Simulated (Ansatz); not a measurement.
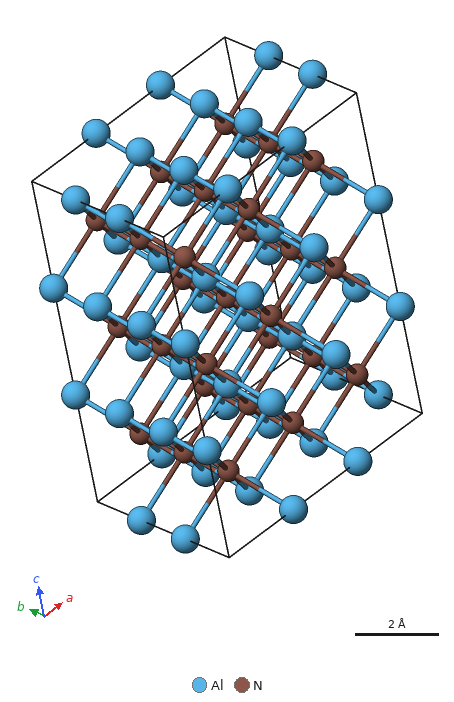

Fig. 1: The structure (ball-and-stick view of the cell of the calculation, seen slightly off an axis).

Field-gradient calculation of Al26N27 (charge −1) (part 1 of 3)

System: Al26N27 (defect cell, 53 atoms in the cell, total charge −1).
Method: DFT, PBE, plane waves, PAW, spin-polarised (Ansatz 0.2.0).

The structure derives from an entry of the Crystallography Open Database.

**The program's output**
```
Engine: ansatz 0.2.0, x86_64-unknown-linux-gnu
Pseudopotentials: kind: paw
Pseudopotential: Al, paw, valence charge 3, recommended cutoff 420 eV (normal), Al.paw.azcp
Pseudopotential: N, paw, valence charge 5, recommended cutoff 420 eV (normal), N.paw.azcp
Functional definition: PBE
  parameter kappa = 0.804
  parameter beta = 0.06672455060314922
  exchange = pbe_x(kappa = kappa, mu = beta*pi^2/3)
  correlation = pbe_c(beta = beta)
Crystal: 53 atoms, lattice volume = 412.222 Å³
Basis set: ecut = 420 eV, 7991 PW (Γ), exchange–correlation on 120×120×120 points (8 copies of the dense FFT grid, shifted against one another)
Bands: 162, of which v1, the nominal top of the filled ones, is band 107 counted from 1 (106 counted from 0)
Symmetry: 4 space group operations
Space group: Imm2 (ITA 44), of the structure as read, at distance tolerance 7.4e-5 Å
Magnetic group: BNS 44.229 (UNI 327), of the structure as read, at distance tolerance 7.4e-5 Å
k-points: 8 of 27 (time reversal used)
Non-local potential: Al, projectors of the file, l = 0: 2, l = 1: 2, l = 2: 1
Non-local potential: N, projectors of the file, l = 0: 2, l = 1: 2, l = 2: 1
PAW form: soft (Blöchl's): semilocal exchange-correlation on the pseudo side does not see the compensation charge
PAW one-centre angular grid: Al, 110 points (default); XC on 64 Gauss nodes
PAW one-centre angular grid: N, 110 points (default); XC on 64 Gauss nodes
Initial density: superposition of atomic densities (chi_scale 0.1, normalization cell, long waves kept (reshape's long-wave potential 0.11 eV rms))
Starting moments: Σ|m| = 3 μB on 6 of 53 sites
Initial wavefunctions: pseudopotential atomic-orbital guess
Functional: x = pbe(κ = 0.804, μ = 0.2195149727645171), c = pbe(β = 0.06672455060314922)
SCF iter   1: F=—  HF=-24410.834965 eV  |F-HF|=—  |Δ(HF+E_count)|=         —  Δρ=6.93e-2 (↑6.88e-2 ↓6.93e-2)  dr2=8.25e1  dr2_m=2.81e-1  M=0.747 μB ∫|m|=1.748 μB  β_m=0.30  ethr=3.10e-3  ⟨swp⟩=10.2  Hψ=16268  notcnv=0  defer=224
preconditioner: auto → Kerker (q_TF=auto, 2.446 Å⁻¹)  [metal: Δε(μ)=0.025 eV  Ē_g=16.225 eV  σ=0.010 eV  W_gap=0.49  n_scr=112 (ndim 8)  ℏωp=26.8 eV  f_vac=0.000  D(μ)=6.32/eV (n_scr^D=26)]
spin=Collinear: Kerker preconditioning applied to the charge; magnetization (m = ρ↑ − ρ↓) channel mixes plain (no charge-response kernel on spin).
SCF iter   2: F=—  HF=-24394.109394 eV  |F-HF|=—  |Δ(HF+E_count)|=    1.67e1  Δρ=4.07e-2 (↑4.07e-2 ↓4.07e-2)  dr2=2.92e1  dr2_m=1.61e-1  M=0.814 μB ∫|m|=1.624 μB  β_m=0.30  ethr=3.10e-3  ⟨swp⟩=2.4  Hψ=4696  notcnv=0  defer=766
preconditioner: auto → Resta (q_TF=auto, 2.446 Å⁻¹)  ε∞=3.8  [insulator: Δε(μ)=0.037 eV  Ē_g=15.865 eV  σ=0.010 eV  W_gap=0.73  n_scr=112 (ndim 8)  ℏωp=26.8 eV  f_vac=0.000  D(μ)=5.02/eV (n_scr^D=14)  ε∞_Penn≈3.8]
spin=Collinear: Resta preconditioning applied to the charge; magnetization (m = ρ↑ − ρ↓) channel mixes plain (no charge-response kernel on spin).
SCF iter   3: F=—  HF=-24384.904427 eV  |F-HF|=—  |Δ(HF+E_count)|=    9.20e0  Δρ=1.76e-2 (↑1.74e-2 ↓1.76e-2)  dr2=2.27e0  dr2_m=1.14e-1  M=0.810 μB ∫|m|=1.445 μB  β_m=0.30  ethr=3.10e-3  ⟨swp⟩=4.0  Hψ=4676  notcnv=0  defer=770
SCF iter   4: F=—  HF=-24384.305549 eV  |F-HF|=—  |Δ(HF+E_count)|=   5.99e-1  Δρ=6.00e-3 (↑6.00e-3 ↓5.08e-3)  dr2=1.19e-1  dr2_m=6.74e-2  M=0.841 μB ∫|m|=1.382 μB  β_m=0.30  ethr=1.06e-3  ⟨swp⟩=2.2  Hψ=3272  notcnv=0  defer=772
SCF iter   5: F=—  HF=-24384.298701 eV  |F-HF|=—  |Δ(HF+E_count)|=   6.85e-3  Δρ=3.58e-3 (↑3.58e-3 ↓3.46e-3)  dr2=1.26e-2  dr2_m=4.13e-2  M=0.825 μB ∫|m|=1.325 μB  β_m=0.30  ethr=5.56e-5  ⟨swp⟩=2.2  Hψ=3615  notcnv=0  defer=772
SCF iter   6: F=—  HF=-24384.307199 eV  |F-HF|=—  |Δ(HF+E_count)|=   8.50e-3  Δρ=2.76e-3 (↑2.76e-3 ↓2.66e-3)  dr2=4.43e-3  dr2_m=2.56e-2  M=0.836 μB ∫|m|=1.291 μB  β_m=0.30  ethr=5.89e-6  ⟨swp⟩=2.0  Hψ=3274  notcnv=0  defer=772
SCF iter   7: F=—  HF=-24384.312840 eV  |F-HF|=—  |Δ(HF+E_count)|=   5.64e-3  Δρ=2.10e-3 (↑2.09e-3 ↓2.10e-3)  dr2=4.98e-4  dr2_m=1.64e-2  M=0.854 μB ∫|m|=1.263 μB  β_m=0.30  ethr=2.07e-6  ⟨swp⟩=2.1  Hψ=3310  notcnv=0  defer=772
Mixer restart at iter 7: flushing history
spin-set hold released at iteration 7 (site moments contracting): the magnetisation degrees of freedom join the quasi-Newton model from the next iteration; the mixer history was flushed
SCF iter   8: F=—  HF=-24384.317298 eV  |F-HF|=—  |Δ(HF+E_count)|=   4.46e-3  Δρ=1.77e-3 (↑1.71e-3 ↓1.77e-3)  dr2=3.98e-4  dr2_m=1.13e-2  M=0.877 μB ∫|m|=1.237 μB  β_m=0.49  ethr=2.33e-7  ⟨swp⟩=3.0  Hψ=3583  notcnv=0  defer=772
SCF iter   9: F=—  HF=-24384.327443 eV  |F-HF|=—  |Δ(HF+E_count)|=   1.01e-2  Δρ=1.34e-3 (↑1.34e-3 ↓6.51e-4)  dr2=6.63e-3  dr2_m=3.12e-3  M=1.024 μB ∫|m|=1.191 μB  β_m=0.71  ethr=1.86e-7  ⟨swp⟩=3.5  Hψ=5201  notcnv=0  defer=772
SCF iter  10: F=—  HF=-24384.329461 eV  |F-HF|=—  |Δ(HF+E_count)|=   2.02e-3  Δρ=9.47e-4 (↑7.11e-4 ↓9.47e-4)  dr2=1.52e-3  dr2_m=2.35e-3  M=1.078 μB ∫|m|=1.190 μB  β_m=0.86  ethr=1.86e-7  ⟨swp⟩=3.2  Hψ=4365  notcnv=0  defer=770
SCF iter  11: F=—  HF=-24384.332384 eV  |F-HF|=—  |Δ(HF+E_count)|=   2.92e-3  Δρ=1.31e-3 (↑1.31e-3 ↓1.18e-3)  dr2=3.01e-3  dr2_m=5.38e-3  M=1.281 μB ∫|m|=1.344 μB  β_m=0.80  ethr=1.86e-7  ⟨swp⟩=3.3  Hψ=4326  notcnv=0  defer=768
SCF iter  12: F=—  HF=-24384.340654 eV  |F-HF|=—  |Δ(HF+E_count)|=   8.27e-3  Δρ=2.04e-3 (↑2.04e-3 ↓2.00e-3)  dr2=4.29e-3  dr2_m=1.46e-2  M=1.615 μB ∫|m|=1.666 μB  β_m=0.53  ethr=1.86e-7  ⟨swp⟩=3.0  Hψ=4414  notcnv=0  defer=768  recentre
SCF iter  13: F=—  HF=-24384.338484 eV  |F-HF|=—  |Δ(HF+E_count)|=   2.17e-3  Δρ=1.89e-3 (↑1.88e-3 ↓1.89e-3)  dr2=2.58e-3  dr2_m=1.29e-2  M=1.553 μB ∫|m|=1.603 μB  β_m=0.98  ethr=1.86e-7  ⟨swp⟩=2.6  Hψ=3463  notcnv=0  defer=764
SCF iter  14: F=—  HF=-24384.352291 eV  |F-HF|=—  |Δ(HF+E_count)|=   1.38e-2  Δρ=2.45e-3 (↑1.96e-3 ↓2.45e-3)  dr2=5.79e-3  dr2_m=1.75e-2  M=1.774 μB ∫|m|=1.830 μB  β_m=0.67  ethr=1.86e-7  ⟨swp⟩=3.3  Hψ=4842  notcnv=0  defer=764
SCF iter  15: F=—  HF=-24384.341056 eV  |F-HF|=—  |Δ(HF+E_count)|=   1.12e-2  Δρ=2.32e-3 (↑2.27e-3 ↓2.32e-3)  dr2=6.18e-3  dr2_m=1.88e-2  M=1.659 μB ∫|m|=1.706 μB  β_m=0.61  ethr=1.86e-7  ⟨swp⟩=3.4  Hψ=4999  notcnv=0  defer=764
SCF iter  16: F=—  HF=-24384.355918 eV  |F-HF|=—  |Δ(HF+E_count)|=   1.49e-2  Δρ=2.03e-3 (↑1.70e-3 ↓2.03e-3)  dr2=1.65e-3  dr2_m=1.30e-2  M=1.805 μB ∫|m|=1.869 μB  β_m=0.84  ethr=1.86e-7  ⟨swp⟩=3.6  Hψ=5266  notcnv=0  defer=764
SCF iter  17: F=—  HF=-24384.349413 eV  |F-HF|=—  |Δ(HF+E_count)|=   6.51e-3  Δρ=2.38e-3 (↑2.38e-3 ↓2.02e-3)  dr2=9.14e-3  dr2_m=1.64e-2  M=1.762 μB ∫|m|=1.817 μB  β_m=0.92  ethr=1.86e-7  ⟨swp⟩=3.1  Hψ=4652  notcnv=0  defer=764
SCF iter  18: F=—  HF=-24384.356249 eV  |F-HF|=—  |Δ(HF+E_count)|=   6.84e-3  Δρ=1.82e-3 (↑1.82e-3 ↓1.68e-3)  dr2=2.57e-3  dr2_m=1.09e-2  M=1.810 μB ∫|m|=1.877 μB  β_m=0.96  ethr=1.86e-7  ⟨swp⟩=3.0  Hψ=4586  notcnv=0  defer=764
SCF iter  19: F=—  HF=-24384.354993 eV  |F-HF|=—  |Δ(HF+E_count)|=   1.26e-3  Δρ=2.31e-3 (↑2.31e-3 ↓1.81e-3)  dr2=1.98e-2  dr2_m=1.28e-2  M=1.777 μB ∫|m|=1.834 μB  β_m=0.98  ethr=1.86e-7  ⟨swp⟩=3.4  Hψ=4850  notcnv=0  defer=764  recentre
SCF iter  20: F=—  HF=-24384.364108 eV  |F-HF|=—  |Δ(HF+E_count)|=   9.12e-3  Δρ=1.38e-3 (↑1.12e-3 ↓1.38e-3)  dr2=2.84e-3  dr2_m=5.42e-3  M=1.865 μB ∫|m|=1.943 μB  β_m=0.42  ethr=1.86e-7  ⟨swp⟩=3.8  Hψ=5328  notcnv=0  defer=764
SCF iter  21: F=—  HF=-24384.367024 eV  |F-HF|=—  |Δ(HF+E_count)|=   2.92e-3  Δρ=8.91e-4 (↑8.91e-4 ↓8.61e-4)  dr2=7.84e-4  dr2_m=2.71e-3  M=1.938 μB ∫|m|=2.023 μB  β_m=1.00  ethr=1.86e-7  ⟨swp⟩=3.1  Hψ=4505  notcnv=0  defer=764
SCF iter  22: F=—  HF=-24384.369857 eV  |F-HF|=—  |Δ(HF+E_count)|=   2.83e-3  Δρ=2.20e-4 (↑2.20e-4 ↓1.85e-4)  dr2=2.25e-4  dr2_m=1.04e-4  M=1.997 μB ∫|m|=2.104 μB  β_m=1.00  ethr=1.86e-7  ⟨swp⟩=3.1  Hψ=4947  notcnv=0  defer=764
SCF iter  23: F=—  HF=-24384.369915 eV  |F-HF|=—  |Δ(HF+E_count)|=   5.80e-5  Δρ=1.15e-4 (↑7.45e-5 ↓1.15e-4)  dr2=9.13e-5  dr2_m=1.54e-5  M=1.996 μB ∫|m|=2.103 μB  β_m=0.97  ethr=1.05e-7  ⟨swp⟩=2.0  Hψ=3832  notcnv=0  defer=764
SCF iter  24: F=—  HF=-24384.370184 eV  |F-HF|=—  |Δ(HF+E_count)|=   2.69e-4  Δρ=1.04e-4 (↑3.60e-5 ↓1.04e-4)  dr2=9.75e-5  dr2_m=8.62e-6  M=1.996 μB ∫|m|=2.103 μB  β_m=0.87  ethr=4.27e-8  ⟨swp⟩=2.0  Hψ=3517  notcnv=0  defer=764
SCF iter  25: F=—  HF=-24384.370172 eV  |F-HF|=—  |Δ(HF+E_count)|=   1.24e-5  Δρ=2.36e-5 (↑2.36e-5 ↓1.42e-5)  dr2=4.56e-6  dr2_m=6.85e-7  M=1.996 μB ∫|m|=2.103 μB  β_m=0.91  ethr=4.27e-8  ⟨swp⟩=2.2  Hψ=3011  notcnv=0  defer=764
SCF iter  26: F=—  HF=-24384.370172 eV  |F-HF|=—  |Δ(HF+E_count)|=   1.01e-7  Δρ=1.46e-5 (↑8.21e-6 ↓1.46e-5)  dr2=9.91e-7  dr2_m=3.42e-7  M=1.996 μB ∫|m|=2.104 μB  β_m=0.77  ethr=2.13e-9  ⟨swp⟩=2.2  Hψ=3469  notcnv=0  defer=764
SCF iter  27: F=—  HF=-24384.370172 eV  |F-HF|=—  |Δ(HF+E_count)|=   3.37e-9  Δρ=4.86e-6 (↑3.56e-6 ↓4.86e-6)  dr2=6.44e-8  dr2_m=4.86e-8  M=1.996 μB ∫|m|=2.104 μB  β_m=0.83  ethr=4.67e-11  ⟨swp⟩=23.4  Hψ=24257  notcnv=0
SCF iter  28: F=—  HF=-24384.370172 eV  |F-HF|=—  |Δ(HF+E_count)|=   2.15e-8  Δρ=2.16e-6 (↑1.22e-6 ↓2.16e-6)  dr2=1.64e-8  dr2_m=8.61e-9  M=1.996 μB ∫|m|=2.104 μB  β_m=0.82  ethr=3.01e-11  ⟨swp⟩=4.0  Hψ=6996  notcnv=0
SCF iter  29: F=-24384.370172 eV  HF=-24384.370172 eV  |F-HF|=2.60e-9  |Δ(HF+E_count)|=   4.13e-9  Δρ=5.55e-7 (↑3.89e-7 ↓5.55e-7)  dr2=3.32e-9  dr2_m=2.00e-10  M=1.996 μB ∫|m|=2.104 μB  ethr=7.66e-12  ⟨swp⟩=3.5  Hψ=5905  notcnv=0
SCF 1 converged in 29 iterations: F = -24384.370172 eV  dr2 = 3.32e-9
  greatest PAW one-centre occupation: 0.799 electrons in one spin orbital (limit 2), on the N atom at site 32 (counted from 0), in its partial waves of l = 0
```

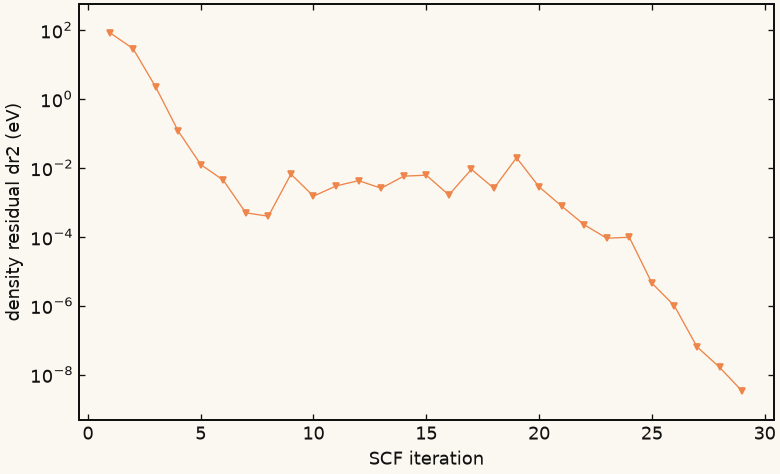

Fig. 2: Convergence of the self-consistent field: density residual dr2 against the SCF iteration. The residual falls unevenly and jumps up by a factor of two or more 4 times on the way down.

```
SCF converged after 29 iterations
Magnetization: 1.9958 μB (107.9979 up, 106.0021 down)
Absolute magnetization: 2.1055 μB (∫|ρ↑−ρ↓|, with the PAW one-centre terms)
Spin contamination: 0.0034 ħ² per cell (⟨S²⟩ above its minimum at these occupations)
Per-site moments (μB) at R_I (Å): [(-0.000468600420963757, 0.8122124999187788), (-0.0004685633875517945, 0.8122124999187788), (-0.0004686004209637309, 0.8122124999187788), (-0.0002459891340879153, 0.8122124996751149), (-0.0004685935656722844, 0.8122124999187788), (-0.00046856338755178967, 0.8122124999187788), (-0.0004685935656723332, 0.8122124999187788), (-0.0002459386800863308, 0.812212499675115), (-0.0004685896183630246, 0.8122124999187788), (-0.000245955505433781, 0.8122124999187783), (-0.00046860042096374266, 0.8122124999187788), (-0.000245955505433738, 0.8122124999187783), (-0.0002459386800862825, 0.8122124996751149), (0.004825194849973595, 0.8122124996751149), (-0.00046860042096373756, 0.8122124999187788), (0.004825194849973587, 0.8122124996751149), (0.004825275905340059, 0.812212499675115), (-0.00046857098835850823, 0.8122124999187788), (-0.00046856338755179314, 0.8122124999187788), (-0.0002459555054337719, 0.8122124999187784), (-0.0004685633875517383, 0.8122124999187788), (0.0048252759053401, 0.8122124996751149), (0.004825023848529254, 0.812212499675115), (-0.0002459555054337886, 0.8122124999187784), (0.0048250238485292194, 0.812212499675115), (-0.0002459891340879597, 0.812212499675115), (0.014420583325019474, 0.8122124996751149), (0.014420551974396761, 0.8122124999187783), (0.19382750654635145, 0.8122124996751149), (0.014420551974396812, 0.8122124999187783), (0.02974367983810028, 0.8122124999187788), (0.029744846460667128, 0.8122124999187788), (0.19382750654635136, 0.8122124996751149), (0.02974484646066715, 0.8122124999187788), (0.19383030946960772, 0.812212499675115), (0.014420578466281479, 0.8122124996751149), (0.029744846460667072, 0.8122124999187788), (0.029744508506799137, 0.8122124999187788), (0.029744846460667128, 0.8122124999187788), (2.469417366684658e-5, 0.8122125001624425), (0.02974448105670296, 0.8122124999187788), (0.02974450850679918, 0.8122124999187788), (0.02974448105670292, 0.8122124999187788), (0.0144205833250195, 0.812212499675115), (0.1938303094696074, 0.8122124996751149), (0.02974448105670287, 0.8122124999187788), (0.19382418600473564, 0.812212499675115), (0.029744481056702944, 0.8122124999187788), (0.02974526814858118, 0.8122124999187788), (0.014420551974396836, 0.8122124999187788), (0.1938241860047356, 0.812212499675115), (0.014420551974396874, 0.8122124999187788), (0.014420578466281517, 0.812212499675115)]
Free energy (F): -24384.370172 eV
Harris-Foulkes:  -24384.370172 eV  (|F-HF|=2.60e-9)
Internal energy: -24384.368624 eV  (E = F + TS)
E sigma→0 (E₀):  -24384.369398 eV
Entropy (-TS):   -0.001548 eV (-0.029 meV/atom)
Fermi energy:    12.246507 eV
--- Per-component energies (eV) ---
  E_band       = 1141.630020
  E_kinetic    = 4480.797013
  E_local      = -4462.472183  (includes V_loc(G=0)·N_el)
  E_nonlocal   = 1481.058498
  E_hartree    = 1627.583705
  E_xc         = -2779.463181
  E_vxc        = -2980.910750  (∫ρ·V_xc dr)
  E_paw        = -15608.463583  (= ΣΔE_a)
  E_vpaw       = -632.012721  (= ΣTr[D̂ρ^β])
  E_aug_tail   = 0.002634  (compensation charges beyond the density's cutoff)
  E_ewald      = -9123.411526
  E_smearing   = -0.001548  (= −TS)
  E_closure    = 0.000000  (closes the sum)
  E_deformation_potential = -22.893364  (in the stress; not in F)
  Σ components = -24384.370172   (vs F -24384.370172, Δ=0.00e0)
```
